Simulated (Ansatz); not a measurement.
Given this structure:

```xyz
12
Lattice="4.5283 0.0000 0.0000 0.0000 4.5283 0.0000 0.0000 0.0000 4.5283" Properties=species:S:1:pos:R:3 pbc="T T T"
Si    0.0000    0.0000    0.0000
O     1.1321    3.3962    3.3962
O     1.1321    1.1321    3.3962
Si    0.0000    2.2641    2.2641
O     1.1321    1.1321    1.1321
O     1.1321    3.3962    1.1321
Si    2.2641    0.0000    2.2641
O     3.3962    3.3962    1.1321
O     3.3962    1.1321    1.1321
Si    2.2641    2.2641    0.0000
O     3.3962    1.1321    3.3962
O     3.3962    3.3962    3.3962
```

### What would you see if this were drawn?

Formula: SiO$_{2}$. Space group: Fm-3m (No. 225). Lattice: face-centred cubic. Type of structure: fluorite (CaF₂ type). One cell contains 4 Si, 8 O, 12 atoms in all. The Si atoms are each bonded to eight O in a cubic arrangement at 1.96 Å. Each O atom is coordinated by four Si in a tetrahedral arrangement at 1.96 Å. The bonds build a three-dimensional framework.

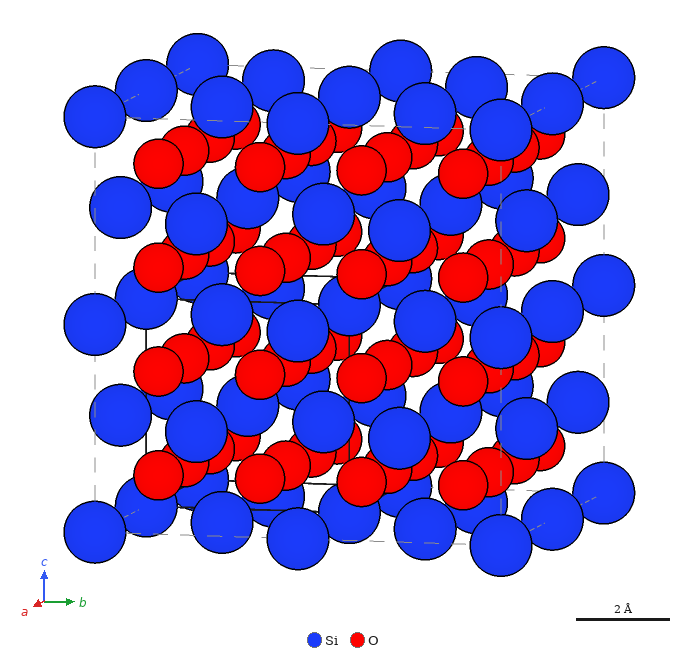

Shown here is a spheres-only view of the crystal, taken slightly off an axis. A block of 2×2×2 cells is shown, with one conventional unit cell in solid outline. Colours: silicon blue, oxygen red.

The structure comes from a structure listed in the Materials Project, with elements exchanged, so it need not be a known form of the compound. The structure drawn was relaxed with DFT r2SCAN, scalar-relativistic, plane waves, PAW (Ansatz).
